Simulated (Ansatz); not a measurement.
# Geometry relaxation of Co (part 2 of 3)

Continued. System: Co (slab, 4 atoms in the cell). Method: DFT, PBE, PAW with Ansatz's default frozen-core files, scalar-relativistic, spin-polarised (Ansatz 0.2.0); cutoff 420 eV, 15×9×1 k-mesh, Fermi–Dirac smearing of 0.1 eV, collinear spins. It belongs to a series of runs on one base structure; here: atoms relaxed, PAW files.

Geometry of the input (Å; fractional positions):
```
2.4930  0.0000  0.0000
0.0000  4.0369  0.0000
0.0000  0.0000  18.8787
Co 0.0000  0.7500  0.4238
Co 0.5000  0.2500  0.4619
Co 0.5000  0.7500  0.5381
Co 0.0000  0.2500  0.5762
```

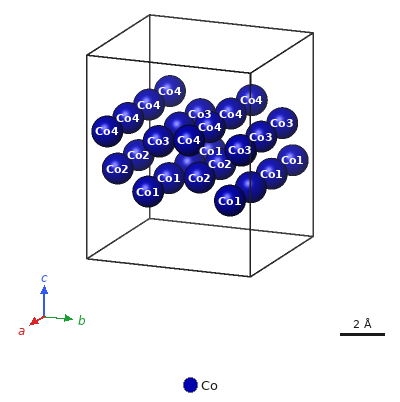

*The geometry at step 4 of the log (spheres-only view of the 3 × 2 repeat of the cell, with the vacuum cut short, seen slightly off an axis; atoms are numbered from 1 in the order of the input).*

**What the program printed, continued**
```
SCF iter   1: F=—  HF=-20501.813283 eV  |F-HF|=—  |Δ(HF+E_count)|=         —  Δρ=6.81e-3 (↑5.65e-3 ↓6.81e-3)  dr2=5.16e-2  dr2_m=6.01e-2  M=7.098 μB ∫|m|=7.758 μB  β_m=1.00  ethr=9.24e-4  p=-0.000 e·Å  D=-1.09e-7 V/Å  ΔV_dip=0.00 eV  dr2_dipole=5.45e-12  V_vac-E_F(+/−)=4.65/4.65 eV  ⟨swp⟩=4.9  Hψ=9972  notcnv=0  defer=94
efield: sawtooth ramp at fractional position 0.9500 (handed on by an earlier solve), width 0.1000; the density the first Hamiltonian is built on has a dipole p = -0.000 e·Å; the dipole correction subtracts the counter field D = -1.09e-7 V/Å, which shifts the + side's vacuum level by +0.00 eV against the − side's; the planar-averaged density in the ramp window peaks in size at 2.0e-5 e/Å³
preconditioner: auto → LDOS  [metal: Δε(μ)=0.007 eV  Ē_g=6.126 eV  σ=0.100 eV  W_gap=0.02  n_scr=34 (ndim 8)  ℏωp=16.2 eV  f_vac=0.692  D(μ)=4.34/eV (n_scr^D=26)]
spin=Collinear: LDOS preconditioning applied to the charge; magnetization (m = ρ↑ − ρ↓) channel mixes plain (no charge-response kernel on spin).
SCF iter   2: F=—  HF=-20501.827042 eV  |F-HF|=—  |Δ(HF+E_count)|=   1.38e-2  Δρ=1.54e-3 (↑1.54e-3 ↓1.13e-3)  dr2=1.14e-2  dr2_m=2.44e-4  M=7.089 μB ∫|m|=7.756 μB  β_m=0.31  ethr=7.58e-5  p=-0.000 e·Å  D=-1.52e-7 V/Å  ΔV_dip=0.00 eV  dr2_dipole=9.21e-13  V_vac-E_F(+/−)=4.65/4.65 eV  ⟨swp⟩=2.1  Hψ=6183  notcnv=0  defer=102
density mixer auto → msr1: a metal under ldos (density of states about μ 2.65 of a free-electron gas's, 34 screened modes)
SCF iter   3: F=—  HF=-20501.827342 eV  |F-HF|=—  |Δ(HF+E_count)|=   3.01e-4  Δρ=1.29e-3 (↑1.29e-3 ↓6.16e-4)  dr2=3.57e-3  dr2_m=7.12e-4  M=7.086 μB ∫|m|=7.754 μB  β_m=0.60  ethr=1.68e-5  p=-0.000 e·Å  D=-2.49e-8 V/Å  ΔV_dip=0.00 eV  dr2_dipole=1.22e-12  V_vac-E_F(+/−)=4.66/4.66 eV  ⟨swp⟩=1.4  Hψ=3733  notcnv=0  defer=102
SCF iter   4: F=—  HF=-20501.828911 eV  |F-HF|=—  |Δ(HF+E_count)|=   1.57e-3  Δρ=4.43e-4 (↑3.04e-4 ↓4.43e-4)  dr2=2.79e-4  dr2_m=1.41e-4  M=7.079 μB ∫|m|=7.746 μB  β_m=0.72  ethr=5.24e-6  p=-0.000 e·Å  D=-3.18e-8 V/Å  ΔV_dip=0.00 eV  dr2_dipole=3.35e-13  V_vac-E_F(+/−)=4.71/4.71 eV  ⟨swp⟩=2.0  Hψ=5511  notcnv=0  defer=102
SCF iter   5: F=—  HF=-20501.829123 eV  |F-HF|=—  |Δ(HF+E_count)|=   2.12e-4  Δρ=4.13e-4 (↑3.14e-4 ↓4.13e-4)  dr2=5.56e-4  dr2_m=8.00e-6  M=7.077 μB ∫|m|=7.744 μB  β_m=0.72  ethr=4.11e-7  p=-0.000 e·Å  D=-6.74e-8 V/Å  ΔV_dip=0.00 eV  dr2_dipole=1.28e-12  V_vac-E_F(+/−)=4.72/4.72 eV  ⟨swp⟩=2.9  Hψ=7793  notcnv=0  defer=102
SCF iter   6: F=—  HF=-20501.829023 eV  |F-HF|=—  |Δ(HF+E_count)|=   9.99e-5  Δρ=1.32e-4 (↑5.00e-5 ↓1.32e-4)  dr2=3.43e-5  dr2_m=5.92e-6  M=7.077 μB ∫|m|=7.743 μB  β_m=0.76  ethr=4.11e-7  p=0.000 e·Å  D=1.88e-7 V/Å  ΔV_dip=-0.00 eV  dr2_dipole=1.93e-12  V_vac-E_F(+/−)=4.73/4.73 eV  ⟨swp⟩=2.7  Hψ=7504  notcnv=0  defer=102
SCF iter   7: F=—  HF=-20501.829028 eV  |F-HF|=—  |Δ(HF+E_count)|=   4.78e-6  Δρ=5.34e-5 (↑3.15e-5 ↓5.34e-5)  dr2=8.23e-6  dr2_m=7.56e-7  M=7.076 μB ∫|m|=7.742 μB  β_m=0.73  ethr=5.04e-8  p=0.000 e·Å  D=1.48e-7 V/Å  ΔV_dip=-0.00 eV  dr2_dipole=9.57e-16  V_vac-E_F(+/−)=4.73/4.73 eV  ⟨swp⟩=2.4  Hψ=5725  notcnv=0  defer=101
SCF iter   8: F=—  HF=-20501.829028 eV  |F-HF|=—  |Δ(HF+E_count)|=   4.76e-8  Δρ=1.49e-5 (↑9.63e-6 ↓1.49e-5)  dr2=9.83e-7  dr2_m=7.37e-8  M=7.076 μB ∫|m|=7.742 μB  β_m=0.71  ethr=1.21e-8  p=0.000 e·Å  D=7.44e-8 V/Å  ΔV_dip=-0.00 eV  dr2_dipole=3.65e-13  V_vac-E_F(+/−)=4.73/4.73 eV  ⟨swp⟩=2.1  Hψ=5080  notcnv=0  defer=101
iter 9 did not close the SCF: its close was put off until two iterations running show no level that it waits for move by more than its bar (scf_convergence_deferred on its scf_iter line)
SCF iter   9: F=-20501.829027 eV  HF=-20501.829028 eV  |F-HF|=8.61e-7  |Δ(HF+E_count)|=   3.31e-8  Δρ=1.99e-5 (↑5.28e-6 ↓1.99e-5)  dr2=1.00e-6  dr2_m=1.14e-7  M=7.076 μB ∫|m|=7.742 μB  β_m=0.86  ethr=1.44e-9  p=0.000 e·Å  D=1.30e-7 V/Å  ΔV_dip=-0.00 eV  dr2_dipole=1.97e-14  V_vac-E_F(+/−)=4.73/4.73 eV  ⟨swp⟩=9.8  Hψ=13969  notcnv=0
iter 10 did not close the SCF: its close was put off until two iterations running show no level that it waits for move by more than its bar (scf_convergence_deferred on its scf_iter line)
SCF iter  10: F=-20501.829028 eV  HF=-20501.829028 eV  |F-HF|=3.49e-9  |Δ(HF+E_count)|=   4.23e-9  Δρ=1.70e-6 (↑5.72e-7 ↓1.70e-6)  dr2=5.14e-9  dr2_m=1.54e-9  M=7.076 μB ∫|m|=7.742 μB  β_m=0.93  ethr=1.44e-9  p=0.000 e·Å  D=5.97e-8 V/Å  ΔV_dip=-0.00 eV  dr2_dipole=2.82e-16  V_vac-E_F(+/−)=4.73/4.73 eV  ⟨swp⟩=4.5  Hψ=9745  notcnv=0
SCF iter  11: F=-20501.829028 eV  HF=-20501.829028 eV  |F-HF|=5.13e-10  |Δ(HF+E_count)|=  3.75e-10  Δρ=8.96e-7 (↑2.97e-7 ↓8.96e-7)  dr2=1.38e-9  dr2_m=3.11e-10  M=7.076 μB ∫|m|=7.742 μB  ethr=7.56e-12  p=0.000 e·Å  D=2.32e-7 V/Å  ΔV_dip=-0.00 eV  dr2_dipole=5.27e-12  V_vac-E_F(+/−)=4.73/4.73 eV  ⟨swp⟩=2.5  Hψ=11743  notcnv=0
SCF 3 converged in 11 iterations: F = -20501.829028 eV  dr2 = 1.38e-9
relax step   3: F+E_penalty+E_count = -20501.82902766 eV  Δ(F+E_penalty+E_count) = -2.317e-2 eV  max|allowed force component| = 7.687e-2 eV/Å  Δτ_max = 0.0663 Å  (11 SCF iters, dr2 threshold 7.18e-6 eV, accepted)
SCF iter   1: F=—  HF=-20501.828219 eV  |F-HF|=—  |Δ(HF+E_count)|=         —  Δρ=2.36e-3 (↑1.88e-3 ↓2.36e-3)  dr2=3.59e-3  dr2_m=6.95e-3  M=7.069 μB ∫|m|=7.734 μB  β_m=1.00  ethr=1.02e-4  p=0.000 e·Å  D=2.32e-7 V/Å  ΔV_dip=-0.00 eV  dr2_dipole=5.40e-12  V_vac-E_F(+/−)=4.74/4.74 eV  ⟨swp⟩=3.9  Hψ=8682  notcnv=0  defer=106
efield: sawtooth ramp at fractional position 0.9500 (handed on by an earlier solve), width 0.1000; the density the first Hamiltonian is built on has a dipole p = 0.000 e·Å; the dipole correction subtracts the counter field D = 2.32e-7 V/Å, which shifts the + side's vacuum level by -0.00 eV against the − side's; the planar-averaged density in the ramp window peaks in size at 1.9e-5 e/Å³
preconditioner: auto → LDOS  [metal: Δε(μ)=0.011 eV  Ē_g=6.140 eV  σ=0.100 eV  W_gap=0.03  n_scr=34 (ndim 8)  ℏωp=16.2 eV  f_vac=0.691  D(μ)=4.50/eV (n_scr^D=30)]
spin=Collinear: LDOS preconditioning applied to the charge; magnetization (m = ρ↑ − ρ↓) channel mixes plain (no charge-response kernel on spin).
SCF iter   2: F=—  HF=-20501.830107 eV  |F-HF|=—  |Δ(HF+E_count)|=   1.89e-3  Δρ=5.32e-4 (↑5.32e-4 ↓4.68e-4)  dr2=1.46e-3  dr2_m=1.59e-5  M=7.065 μB ∫|m|=7.733 μB  β_m=0.31  ethr=5.27e-6  p=0.000 e·Å  D=4.73e-9 V/Å  ΔV_dip=-0.00 eV  dr2_dipole=1.45e-13  V_vac-E_F(+/−)=4.75/4.75 eV  ⟨swp⟩=2.1  Hψ=6107  notcnv=0  defer=104
density mixer auto → msr1: a metal under ldos (density of states about μ 2.66 of a free-electron gas's, 34 screened modes)
SCF iter   3: F=—  HF=-20501.830078 eV  |F-HF|=—  |Δ(HF+E_count)|=   2.95e-5  Δρ=4.32e-4 (↑4.32e-4 ↓2.29e-4)  dr2=3.91e-4  dr2_m=8.11e-5  M=7.064 μB ∫|m|=7.732 μB  β_m=0.57  ethr=2.15e-6  p=0.000 e·Å  D=2.76e-8 V/Å  ΔV_dip=-0.00 eV  dr2_dipole=8.96e-16  V_vac-E_F(+/−)=4.75/4.75 eV  ⟨swp⟩=1.1  Hψ=3632  notcnv=0  defer=104
SCF iter   4: F=—  HF=-20501.830206 eV  |F-HF|=—  |Δ(HF+E_count)|=   1.28e-4  Δρ=1.18e-4 (↑1.15e-4 ↓1.18e-4)  dr2=2.59e-5  dr2_m=1.25e-5  M=7.064 μB ∫|m|=7.731 μB  β_m=0.68  ethr=5.75e-7  p=-0.000 e·Å  D=-1.29e-8 V/Å  ΔV_dip=0.00 eV  dr2_dipole=9.35e-14  V_vac-E_F(+/−)=4.76/4.76 eV  ⟨swp⟩=2.0  Hψ=4899  notcnv=0  defer=104
SCF iter   5: F=—  HF=-20501.830254 eV  |F-HF|=—  |Δ(HF+E_count)|=   4.80e-5  Δρ=1.00e-4 (↑9.89e-5 ↓1.00e-4)  dr2=4.22e-5  dr2_m=6.05e-7  M=7.063 μB ∫|m|=7.730 μB  β_m=0.53  ethr=3.81e-8  p=-0.000 e·Å  D=-8.08e-9 V/Å  ΔV_dip=0.00 eV  dr2_dipole=4.19e-15  V_vac-E_F(+/−)=4.77/4.77 eV  ⟨swp⟩=2.7  Hψ=7088  notcnv=0  defer=103
SCF iter   6: F=—  HF=-20501.830242 eV  |F-HF|=—  |Δ(HF+E_count)|=   1.13e-5  Δρ=2.35e-5 (↑1.56e-5 ↓2.35e-5)  dr2=1.15e-6  dr2_m=2.64e-7  M=7.063 μB ∫|m|=7.730 μB  β_m=0.61  ethr=3.81e-8  p=-0.000 e·Å  D=-2.87e-8 V/Å  ΔV_dip=0.00 eV  dr2_dipole=4.28e-14  V_vac-E_F(+/−)=4.77/4.77 eV  ⟨swp⟩=3.0  Hψ=7634  notcnv=0  defer=103
SCF iter   7: F=—  HF=-20501.830243 eV  |F-HF|=—  |Δ(HF+E_count)|=   5.57e-7  Δρ=1.36e-5 (↑8.59e-6 ↓1.36e-5)  dr2=1.11e-7  dr2_m=1.91e-7  M=7.063 μB ∫|m|=7.730 μB  β_m=0.74  ethr=1.69e-9  p=-0.000 e·Å  D=-1.46e-8 V/Å  ΔV_dip=0.00 eV  dr2_dipole=3.04e-15  V_vac-E_F(+/−)=4.77/4.77 eV  ⟨swp⟩=2.2  Hψ=5469  notcnv=0  defer=103
SCF iter   8: F=—  HF=-20501.830243 eV  |F-HF|=—  |Δ(HF+E_count)|=   5.16e-7  Δρ=7.32e-6 (↑2.12e-6 ↓7.32e-6)  dr2=9.95e-8  dr2_m=3.28e-8  M=7.063 μB ∫|m|=7.730 μB  β_m=0.69  ethr=1.63e-10  p=-0.000 e·Å  D=-3.25e-9 V/Å  ΔV_dip=0.00 eV  dr2_dipole=2.57e-14  V_vac-E_F(+/−)=4.77/4.77 eV  ⟨swp⟩=3.2  Hψ=7292  notcnv=0  defer=103
iter 9 did not close the SCF: its close was put off until two iterations running show no level that it waits for move by more than its bar (scf_convergence_deferred on its scf_iter line)
SCF iter   9: F=-20501.830243 eV  HF=-20501.830244 eV  |F-HF|=9.10e-8  |Δ(HF+E_count)|=   5.66e-8  Δρ=8.05e-6 (↑1.28e-6 ↓8.05e-6)  dr2=1.13e-7  dr2_m=3.27e-8  M=7.063 μB ∫|m|=7.730 μB  β_m=0.74  ethr=1.46e-10  p=-0.000 e·Å  D=-2.66e-8 V/Å  ΔV_dip=0.00 eV  dr2_dipole=7.04e-17  V_vac-E_F(+/−)=4.77/4.77 eV  ⟨swp⟩=10.0  Hψ=15156  notcnv=0
iter 10 did not close the SCF: its close was put off until two iterations running show no level that it waits for move by more than its bar (scf_convergence_deferred on its scf_iter line)
SCF iter  10: F=-20501.830244 eV  HF=-20501.830244 eV  |F-HF|=3.08e-9  |Δ(HF+E_count)|=   3.33e-9  Δρ=2.44e-6 (↑2.57e-7 ↓2.44e-6)  dr2=1.04e-8  dr2_m=2.55e-9  M=7.063 μB ∫|m|=7.730 μB  β_m=0.87  ethr=1.46e-10  p=-0.000 e·Å  D=-1.58e-9 V/Å  ΔV_dip=0.00 eV  dr2_dipole=1.07e-15  V_vac-E_F(+/−)=4.77/4.77 eV  ⟨swp⟩=3.4  Hψ=9471  notcnv=0
SCF iter  11: F=-20501.830244 eV  HF=-20501.830244 eV  |F-HF|=2.72e-9  |Δ(HF+E_count)|=   5.96e-9  Δρ=1.05e-6 (↑3.17e-7 ↓1.05e-6)  dr2=2.96e-9  dr2_m=2.41e-10  M=7.063 μB ∫|m|=7.730 μB  ethr=1.52e-11  p=-0.000 e·Å  D=-4.40e-8 V/Å  ΔV_dip=0.00 eV  dr2_dipole=5.44e-14  V_vac-E_F(+/−)=4.77/4.77 eV  ⟨swp⟩=3.8  Hψ=8874  notcnv=0
SCF 4 converged in 11 iterations: F = -20501.830244 eV  dr2 = 2.96e-9
relax step   4: F+E_penalty+E_count = -20501.83024352 eV  Δ(F+E_penalty+E_count) = -1.216e-3 eV  max|allowed force component| = 1.262e-2 eV/Å  Δτ_max = 0.0187 Å  (11 SCF iters, dr2 threshold 3.69e-7 eV, accepted)
SCF iter   1: F=—  HF=-20501.830241 eV  |F-HF|=—  |Δ(HF+E_count)|=         —  Δρ=3.33e-4 (↑2.86e-4 ↓3.33e-4)  dr2=4.07e-5  dr2_m=1.55e-4  M=7.064 μB ∫|m|=7.732 μB  β_m=1.00  ethr=1.19e-6  p=-0.000 e·Å  D=-4.40e-8 V/Å  ΔV_dip=0.00 eV  dr2_dipole=3.35e-13  V_vac-E_F(+/−)=4.77/4.77 eV  ⟨swp⟩=3.0  Hψ=8255  notcnv=0  defer=61
efield: sawtooth ramp at fractional position 0.9500 (handed on by an earlier solve), width 0.1000; the density the first Hamiltonian is built on has a dipole p = -0.000 e·Å; the dipole correction subtracts the counter field D = -4.40e-8 V/Å, which shifts the + side's vacuum level by +0.00 eV against the − side's; the planar-averaged density in the ramp window peaks in size at 2.0e-5 e/Å³
preconditioner: auto → LDOS  [metal: Δε(μ)=0.009 eV  Ē_g=6.145 eV  σ=0.100 eV  W_gap=0.02  n_scr=8 (ndim 8)  ℏωp=16.2 eV  f_vac=0.691  D(μ)=4.51/eV (n_scr^D=30)]
spin=Collinear: LDOS preconditioning applied to the charge; magnetization (m = ρ↑ − ρ↓) channel mixes plain (no charge-response kernel on spin).
SCF iter   2: F=—  HF=-20501.830288 eV  |F-HF|=—  |Δ(HF+E_count)|=   4.64e-5  Δρ=5.62e-5 (↑5.42e-5 ↓5.62e-5)  dr2=1.32e-5  dr2_m=2.60e-7  M=7.065 μB ∫|m|=7.732 μB  β_m=0.31  ethr=5.98e-8  p=-0.000 e·Å  D=-6.19e-9 V/Å  ΔV_dip=0.00 eV  dr2_dipole=9.70e-16  V_vac-E_F(+/−)=4.76/4.76 eV  ⟨swp⟩=2.2  Hψ=5888  notcnv=0  defer=62
density mixer auto → msr1: a metal under ldos (density of states about μ 2.66 of a free-electron gas's, 34 screened modes)
SCF iter   3: F=—  HF=-20501.830288 eV  |F-HF|=—  |Δ(HF+E_count)|=   2.18e-8  Δρ=4.05e-5 (↑4.05e-5 ↓3.57e-5)  dr2=4.85e-6  dr2_m=4.14e-7  M=7.065 μB ∫|m|=7.732 μB  β_m=0.64  ethr=1.94e-8  p=-0.000 e·Å  D=-5.47e-9 V/Å  ΔV_dip=0.00 eV  dr2_dipole=1.01e-15  V_vac-E_F(+/−)=4.76/4.76 eV  ⟨swp⟩=1.4  Hψ=3701  notcnv=0  defer=63
SCF iter   4: F=—  HF=-20501.830291 eV  |F-HF|=—  |Δ(HF+E_count)|=   3.10e-6  Δρ=8.41e-6 (↑6.67e-6 ↓8.41e-6)  dr2=2.36e-7  dr2_m=3.75e-8  M=7.065 μB ∫|m|=7.732 μB  β_m=0.74  ethr=7.14e-9  p=-0.000 e·Å  D=-3.22e-9 V/Å  ΔV_dip=0.00 eV  dr2_dipole=8.95e-17  V_vac-E_F(+/−)=4.76/4.76 eV  ⟨swp⟩=2.2  Hψ=5362  notcnv=0  defer=61
SCF iter   5: F=—  HF=-20501.830291 eV  |F-HF|=—  |Δ(HF+E_count)|=   1.53e-7  Δρ=5.74e-6 (↑5.74e-6 ↓4.62e-6)  dr2=2.96e-8  dr2_m=3.87e-8  M=7.065 μB ∫|m|=7.732 μB  β_m=0.87  ethr=3.47e-10  p=0.000 e·Å  D=1.86e-9 V/Å  ΔV_dip=-0.00 eV  dr2_dipole=1.32e-15  V_vac-E_F(+/−)=4.76/4.76 eV  ⟨swp⟩=2.1  Hψ=5396  notcnv=0  defer=61
SCF iter   6: F=-20501.830291 eV  HF=-20501.830291 eV  |F-HF|=8.35e-9  |Δ(HF+E_count)|=   1.27e-7  Δρ=5.78e-6 (↑1.82e-6 ↓5.78e-6)  dr2=5.06e-8  dr2_m=1.92e-8  M=7.065 μB ∫|m|=7.732 μB  ethr=4.35e-11  p=-0.000 e·Å  D=-1.15e-9 V/Å  ΔV_dip=0.00 eV  dr2_dipole=8.70e-16  V_vac-E_F(+/−)=4.76/4.76 eV  ⟨swp⟩=7.7  Hψ=15895  notcnv=0
SCF 5 converged in 6 iterations: F = -20501.830291 eV  dr2 = 5.06e-8
relax step   5: F+E_penalty+E_count = -20501.83029111 eV  Δ(F+E_penalty+E_count) = -4.758e-5 eV  max|allowed force component| = 1.043e-3 eV/Å  Δτ_max = 0.0027 Å  (6 SCF iters, accepted)
```
